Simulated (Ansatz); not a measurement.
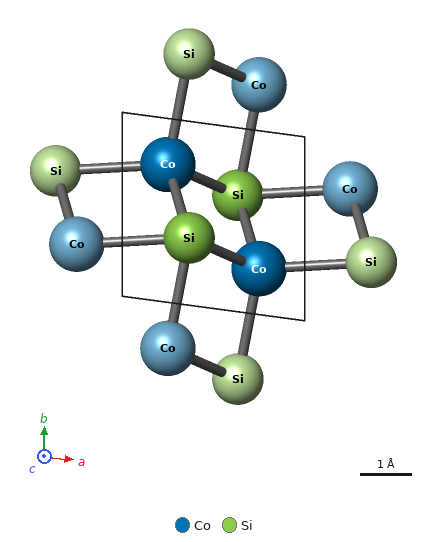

**Figure 1.** The structure (ball-and-stick view of the cell of the calculation, along the c axis; neighbours outside the cell are drawn fainter). An atom can appear more than once, as a periodic image. Near neighbours in the periodic cell (some may lie outside the picture): Co has 4 Si at 2.25 Å; Si has 4 Co at 2.25 Å.

## Run report: CoSi, single-point calculation (part 1 of 3)

- system: CoSi (4 atoms in the cell)
- method: DFT r2SCAN, scalar-relativistic, plane waves, PAW, spin-polarised (Ansatz 0.2.0)

The structure derives from a Materials Project entry. Figures and captions count atoms from 1; the log counts them from 0 in places.

### Input
```yaml
crystal:
  lattice:
    - [0.0, -3.87006006, 0.0]
    - [3.87006006, 0.0, 0.0]
    - [-1.93503003, 1.93503003, 4.93824826]
  atoms:
    - { symbol: Co, position: [0.25, 0.75, 0.5], spin: 1.0 }
    - { symbol: Co, position: [0.75, 0.25, 0.5], spin: 1.0 }
    - { symbol: Si, position: [0.63375456, 0.63375456, 0.26750912], spin: 1.0 }
    - { symbol: Si, position: [0.36624544, 0.36624544, 0.73249088], spin: 1.0 }
magnetization:
  spin_polarized: true
basis:
  ecutwfc: 500
  fft_grid_basis: typed
kpoints:
  mp_grid: { grid: [10, 10, 10] }
hamiltonian:
  xc: r2scan
  pseudopotentials: { kind: paw }
scf:
  occupations: { method: gaussian, width: 0.1 }
output:
  forces: true
  stress: true
  eigenvalues: true
  bader: true
  write_density: true
  volumetric_format: npy
  populations: true
```

Machine: 2 threads of Arm Neoverse N1, 98 GiB of memory available, shared host.

Run as:
```bash
ansatz run input.yaml --threads 2 --pin off --max-ram 4096MiB --backend cpu --events-out ev --progress --plain --runs-dir out
```

### What the program printed
```
Engine: ansatz 0.2.0, aarch64-unknown-linux-gnu
Pseudopotentials: kind: paw
Pseudopotential: Co, paw, valence charge 17, recommended cutoff 500 eV (meta_gga), Co.paw.azcp
Pseudopotential: Si, paw, valence charge 4, recommended cutoff 500 eV (meta_gga), Si.paw.azcp
Functional definition: r2SCAN
  parameter k0 = 0.174
  parameter k1 = 0.065
  parameter a1 = 4.9479
  exchange = r2scan_x(k0 = k0, k1 = k1, a1 = a1)
  correlation = r2scan_c
Crystal: 4 atoms, lattice volume = 73.962 Å³
Basis set: ecut = 500 eV, 1871 PW (Γ), exchange–correlation on 120×120×180 points (64 copies of the dense FFT grid, shifted against one another)
Bands: 28, of which v1, the nominal top of the filled ones, is band 21 counted from 1 (20 counted from 0)
Symmetry: 16 space group operations
Space group: I4/mmm (ITA 139), of the structure as read, at distance tolerance 4.2e-5 Å
Magnetic group: BNS 139.531 (UNI 1191), of the structure as read, at distance tolerance 4.2e-5 Å
k-points: 102 of 1000
Non-local potential: Co, projectors of the file, l = 0: 3, l = 1: 2, l = 2: 3, l = 3: 1
Non-local potential: Si, projectors of the file, l = 0: 2, l = 1: 2, l = 2: 2
PAW form: soft (Blöchl's): semilocal exchange-correlation on the pseudo side does not see the compensation charge
PAW frozen core: Co, regenerated for the run's functional (the file was generated under x = pbe(κ = 0.804, μ = 0.2195149727645171), c = pbe(β = 0.06672455060314922))
PAW frozen core: Si, regenerated for the run's functional (the file was generated under x = pbe(κ = 0.804, μ = 0.2195149727645171), c = pbe(β = 0.06672455060314922))
PAW one-centre angular grid: Co, 590 points (default); XC on 160 Gauss nodes
PAW one-centre angular grid: Si, 302 points (default); XC on 160 Gauss nodes
Initial density: superposition of atomic densities (chi_scale 0.1, normalization cell)
Starting moments: Σ|m| = 4 μB on 4 of 4 sites
Initial wavefunctions: pseudopotential atomic-orbital guess
Functional: x = r2scan, c = r2scan; τ floored in thin density (d = 2e-4 eV/Å³)
SCF iter   1: F=—  HF=-11533.331868 eV  |F-HF|=—  |Δ(HF+E_count)|=         —  Δρ=2.92e-2 (↑2.45e-2 ↓2.92e-2)  dr2=2.90e0  dr2_τ=2.16e-2  dr2_m=1.93e-1  M=1.981 μB ∫|m|=1.991 μB  β_m=0.59  ethr=3.10e-3  ⟨swp⟩=6.2  Hψ=26490  notcnv=0
Mixer restart at iter 1: flushing history
preconditioner: auto → Kerker (q_TF=auto, 2.483 Å⁻¹)  [metal: Δε(μ)=0.002 eV  Ē_g=6.942 eV  σ=0.100 eV  W_gap=0.01  n_scr=14 (ndim 8)  ℏωp=22.0 eV  f_vac=0.044  D(μ)=6.74/eV (n_scr^D=78)]
spin=Collinear: Kerker preconditioning applied to the charge; magnetization (m = ρ↑ − ρ↓) channel mixes plain (no charge-response kernel on spin).
SCF iter   2: F=—  HF=-11536.362853 eV  |F-HF|=—  |Δ(HF+E_count)|=    3.03e0  Δρ=2.57e-2 (↑1.83e-2 ↓2.57e-2)  dr2=2.61e0  dr2_τ=2.87e-3  dr2_m=9.18e-2  M=1.562 μB ∫|m|=1.710 μB  β_m=0.81  ethr=3.10e-3  ⟨swp⟩=2.0  Hψ=8279  notcnv=0  defer=386  κ⁻¹=1.0e0(r=1)
SCF iter   3: F=—  HF=-11539.052904 eV  |F-HF|=—  |Δ(HF+E_count)|=    2.69e0  Δρ=2.05e-2 (↑1.29e-2 ↓2.05e-2)  dr2=1.82e0  dr2_τ=3.04e-3  dr2_m=4.60e-2  M=0.974 μB ∫|m|=1.609 μB  β_m=0.44  ethr=3.10e-3  ⟨swp⟩=2.1  Hψ=7299  notcnv=0  defer=386  κ⁻¹=3.0e-1(r=2)
SCF iter   4: F=—  HF=-11539.612375 eV  |F-HF|=—  |Δ(HF+E_count)|=   5.59e-1  Δρ=1.33e-2 (↑1.25e-2 ↓1.33e-2)  dr2=3.18e-1  dr2_τ=4.32e-3  dr2_m=6.64e-2  M=0.110 μB ∫|m|=1.651 μB  β_m=0.30  ethr=3.10e-3  ⟨swp⟩=3.2  Hψ=11276  notcnv=0  defer=375  κ⁻¹=1.4e-2(r=3)
SCF iter   5: F=—  HF=-11539.671033 eV  |F-HF|=—  |Δ(HF+E_count)|=   5.87e-2  Δρ=1.06e-2 (↑1.03e-2 ↓1.06e-2)  dr2=1.65e-1  dr2_τ=2.84e-3  dr2_m=4.11e-2  M=0.094 μB ∫|m|=1.514 μB  β_m=0.30  ethr=7.58e-4  ⟨swp⟩=2.4  Hψ=8276  notcnv=0  defer=336  κ⁻¹=1.4e-2(r=4)
SCF iter   6: F=—  HF=-11540.280310 eV  |F-HF|=—  |Δ(HF+E_count)|=         —  Δρ=1.81e-2 (↑1.81e-2 ↓1.04e-2)  dr2=7.44e-2  dr2_τ=1.82e-3  dr2_m=1.33e-1  M=0.149 μB ∫|m|=0.850 μB  β_m=1.00  ethr=3.92e-4  ⟨swp⟩=2.6  Hψ=10823  notcnv=0  defer=336
Mixer restart at iter 6: flushing history
SCF iter   7: F=—  HF=-11540.325292 eV  |F-HF|=—  |Δ(HF+E_count)|=   4.50e-2  Δρ=1.11e-2 (↑1.11e-2 ↓4.09e-3)  dr2=6.27e-2  dr2_τ=7.05e-4  dr2_m=3.51e-2  M=0.142 μB ∫|m|=0.553 μB  β_m=1.00  ethr=1.77e-4  ⟨swp⟩=1.2  Hψ=7389  notcnv=0  defer=327  κ⁻¹=1.0e0(r=1)
SCF iter   8: F=—  HF=-11540.332769 eV  |F-HF|=—  |Δ(HF+E_count)|=   7.48e-3  Δρ=2.80e-3 (↑2.80e-3 ↓1.98e-3)  dr2=2.40e-2  dr2_τ=1.31e-4  dr2_m=6.65e-4  M=0.093 μB ∫|m|=0.214 μB  β_m=0.59  ethr=1.49e-4  ⟨swp⟩=1.9  Hψ=8310  notcnv=0  defer=340  κ⁻¹=7.0e-2(r=2)
SCF iter   9: F=—  HF=-11540.340805 eV  |F-HF|=—  |Δ(HF+E_count)|=   8.04e-3  Δρ=1.39e-3 (↑1.24e-3 ↓1.39e-3)  dr2=7.55e-3  dr2_τ=7.04e-5  dr2_m=1.82e-4  M=0.043 μB ∫|m|=0.091 μB  β_m=0.30  ethr=5.71e-5  ⟨swp⟩=2.2  Hψ=10062  notcnv=0  defer=335  κ⁻¹=3.9e-3(r=3)
SCF iter  10: F=—  HF=-11540.349885 eV  |F-HF|=—  |Δ(HF+E_count)|=   9.08e-3  Δρ=1.30e-3 (↑1.30e-3 ↓1.06e-3)  dr2=4.53e-3  dr2_τ=7.39e-6  dr2_m=6.84e-5  M=-0.005 μB ∫|m|=0.017 μB  β_m=0.30  ethr=1.80e-5  ⟨swp⟩=2.0  Hψ=10821  notcnv=0  defer=340  κ⁻¹=1.0e-3(r=4)
SCF iter  11: F=—  HF=-11540.349951 eV  |F-HF|=—  |Δ(HF+E_count)|=   6.52e-5  Δρ=9.29e-4 (↑9.29e-4 ↓9.02e-4)  dr2=3.34e-3  dr2_τ=1.07e-5  dr2_m=8.56e-5  M=-0.001 μB ∫|m|=0.027 μB  β_m=1.00  ethr=1.08e-5  ⟨swp⟩=1.0  Hψ=5736  notcnv=0  defer=340  κ⁻¹=2.6e-4(r=5)
SCF iter  12: F=—  HF=-11540.349474 eV  |F-HF|=—  |Δ(HF+E_count)|=   4.76e-4  Δρ=5.52e-4 (↑5.52e-4 ↓3.61e-4)  dr2=8.32e-4  dr2_τ=6.74e-6  dr2_m=3.56e-5  M=0.006 μB ∫|m|=0.017 μB  β_m=0.30  ethr=7.95e-6  ⟨swp⟩=2.1  Hψ=8461  notcnv=0  defer=340  κ⁻¹=2.1e-4(r=6)
SCF iter  13: F=—  HF=-11540.349376 eV  |F-HF|=—  |Δ(HF+E_count)|=   9.83e-5  Δρ=6.95e-4 (↑3.26e-4 ↓6.95e-4)  dr2=2.76e-4  dr2_τ=9.12e-6  dr2_m=5.18e-5  M=-0.003 μB ∫|m|=0.031 μB  β_m=1.00  ethr=1.98e-6  ⟨swp⟩=2.0  Hψ=8322  notcnv=0  defer=340  κ⁻¹=1.6e-4(r=7)
SCF iter  14: F=—  HF=-11540.349654 eV  |F-HF|=—  |Δ(HF+E_count)|=   2.78e-4  Δρ=3.36e-4 (↑1.09e-4 ↓3.36e-4)  dr2=8.69e-5  dr2_τ=6.92e-7  dr2_m=1.08e-5  M=-0.007 μB ∫|m|=0.016 μB  β_m=0.77  ethr=6.58e-7  ⟨swp⟩=2.0  Hψ=9998  notcnv=0  defer=340  κ⁻¹=2.6e-5(r=8)
SCF iter  15: F=—  HF=-11540.349636 eV  |F-HF|=—  |Δ(HF+E_count)|=   1.82e-5  Δρ=9.18e-5 (↑8.04e-5 ↓9.18e-5)  dr2=2.79e-6  dr2_τ=5.59e-8  dr2_m=4.33e-6  M=-0.007 μB ∫|m|=0.013 μB  β_m=0.88  ethr=2.07e-7  ⟨swp⟩=2.0  Hψ=7624  notcnv=0  defer=340  κ⁻¹=3.0e-5(r=8)
SCF iter  16: F=—  HF=-11540.349670 eV  |F-HF|=—  |Δ(HF+E_count)|=   3.45e-5  Δρ=6.79e-5 (↑5.49e-5 ↓6.79e-5)  dr2=8.22e-6  dr2_τ=3.08e-8  dr2_m=2.50e-7  M=-0.003 μB ∫|m|=0.008 μB  β_m=1.00  ethr=6.64e-9  ⟨swp⟩=3.1  Hψ=11957  notcnv=0  defer=340  κ⁻¹=2.0e-5(r=8)
SCF iter  17: F=—  HF=-11540.349689 eV  |F-HF|=—  |Δ(HF+E_count)|=   1.89e-5  Δρ=3.36e-5 (↑3.36e-5 ↓2.12e-5)  dr2=3.13e-7  dr2_τ=3.57e-9  dr2_m=4.06e-7  M=-0.002 μB ∫|m|=0.007 μB  β_m=0.30  ethr=6.64e-9  ⟨swp⟩=2.4  Hψ=10454  notcnv=0  defer=340  κ⁻¹=2.1e-5(r=8)
SCF iter  18: F=—  HF=-11540.349700 eV  |F-HF|=—  |Δ(HF+E_count)|=   1.03e-5  Δρ=1.72e-5 (↑1.72e-5 ↓1.16e-5)  dr2=6.42e-8  dr2_τ=2.75e-9  dr2_m=1.30e-7  M=-0.001 μB ∫|m|=0.004 μB  β_m=0.87  ethr=7.45e-10  ⟨swp⟩=3.0  Hψ=12152  notcnv=0  defer=340  κ⁻¹=7.7e-6(r=8)
SCF iter  19: F=—  HF=-11540.349699 eV  |F-HF|=—  |Δ(HF+E_count)|=   1.93e-7  Δρ=1.15e-5 (↑4.48e-6 ↓1.15e-5)  dr2=9.30e-8  dr2_τ=4.97e-10  dr2_m=2.20e-8  M=-0.000 μB ∫|m|=0.002 μB  β_m=0.64  ethr=1.53e-10  ⟨swp⟩=3.1  Hψ=11752  notcnv=0  defer=340  κ⁻¹=4.4e-6(r=8)
SCF iter  20: F=—  HF=-11540.349699 eV  |F-HF|=—  |Δ(HF+E_count)|=   3.32e-7  Δρ=7.84e-6 (↑5.58e-6 ↓7.84e-6)  dr2=8.42e-8  dr2_τ=3.73e-10  dr2_m=2.84e-9  M=-0.000 μB ∫|m|=0.001 μB  β_m=1.00  ethr=1.53e-10  ⟨swp⟩=2.0  Hψ=9992  notcnv=0  defer=340  κ⁻¹=1.9e-6(r=8)
SCF iter  21: F=—  HF=-11540.349699 eV  |F-HF|=—  |Δ(HF+E_count)|=   7.05e-9  Δρ=3.28e-6 (↑3.28e-6 ↓1.35e-6)  dr2=1.20e-8  dr2_τ=3.58e-11  dr2_m=1.62e-9  M=-0.000 μB ∫|m|=0.000 μB  β_m=0.33  ethr=1.53e-10  ⟨swp⟩=2.0  Hψ=10025  notcnv=0  defer=340  κ⁻¹=1.8e-6(r=8)
SCF iter  22: F=—  HF=-11540.349699 eV  |F-HF|=—  |Δ(HF+E_count)|=   5.40e-8  Δρ=2.25e-6 (↑2.25e-6 ↓1.10e-6)  dr2=3.27e-9  dr2_τ=9.14e-11  dr2_m=5.58e-10  M=0.000 μB ∫|m|=0.000 μB  β_m=1.00  ethr=2.87e-11  ⟨swp⟩=2.8  Hψ=10650  notcnv=0  defer=340  κ⁻¹=1.5e-6(r=8)
SCF iter  23: F=—  HF=-11540.349699 eV  |F-HF|=—  |Δ(HF+E_count)|=   2.39e-8  Δρ=1.51e-6 (↑1.51e-6 ↓6.31e-7)  dr2=2.12e-9  dr2_τ=9.57e-12  dr2_m=1.75e-10  M=0.000 μB ∫|m|=0.000 μB  β_m=1.00  ethr=7.78e-12  ⟨swp⟩=2.0  Hψ=10008  notcnv=0  defer=340  κ⁻¹=1.3e-5(r=8)
SCF iter  24: F=—  HF=-11540.349699 eV  |F-HF|=—  |Δ(HF+E_count)|=   8.92e-9  Δρ=3.07e-6 (↑3.07e-6 ↓9.94e-7)  dr2=2.93e-9  dr2_τ=4.27e-11  dr2_m=2.77e-9  M=0.000 μB ∫|m|=0.000 μB  β_m=1.00  ethr=5.04e-12  ⟨swp⟩=8.0  Hψ=23557  notcnv=0  κ⁻¹=3.3e-6(r=8)
SCF iter  25: F=—  HF=-11540.349699 eV  |F-HF|=—  |Δ(HF+E_count)|=   1.99e-9  Δρ=2.47e-6 (↑2.47e-6 ↓2.07e-6)  dr2=1.37e-10  dr2_τ=4.44e-11  dr2_m=3.49e-9  M=0.000 μB ∫|m|=0.000 μB  β_m=1.00  ethr=5.04e-12  ⟨swp⟩=2.6  Hψ=11750  notcnv=0  κ⁻¹=1.4e-5(r=8)
SCF iter  26: F=—  HF=-11540.349699 eV  |F-HF|=—  |Δ(HF+E_count)|=   5.19e-9  Δρ=1.31e-6 (↑1.31e-6 ↓1.25e-6)  dr2=1.51e-11  dr2_τ=1.41e-11  dr2_m=1.11e-9  M=0.000 μB ∫|m|=0.000 μB  β_m=1.00  ethr=1.00e-12  ⟨swp⟩=2.9  Hψ=12235  notcnv=0  κ⁻¹=9.7e-6(r=8)
SCF iter  27: F=-11540.349699 eV  HF=-11540.349699 eV  |F-HF|=2.56e-10  |Δ(HF+E_count)|=   1.60e-9  Δρ=4.06e-7 (↑4.06e-7 ↓1.01e-7)  dr2=5.21e-11  dr2_τ=1.02e-12  dr2_m=4.13e-11  M=0.000 μB ∫|m|=0.000 μB  ethr=1.00e-12  ⟨swp⟩=2.1  Hψ=10823  notcnv=0
SCF 1 converged in 27 iterations: F = -11540.349699 eV  dr2 = 5.21e-11
  greatest PAW one-centre occupation: 1.002 electrons in one spin orbital (limit 2), on the Co atom at site 1 (counted from 0), in its partial waves of l = 1
Starting moments: Σ|m| = 8 μB on 4 of 4 sites
```
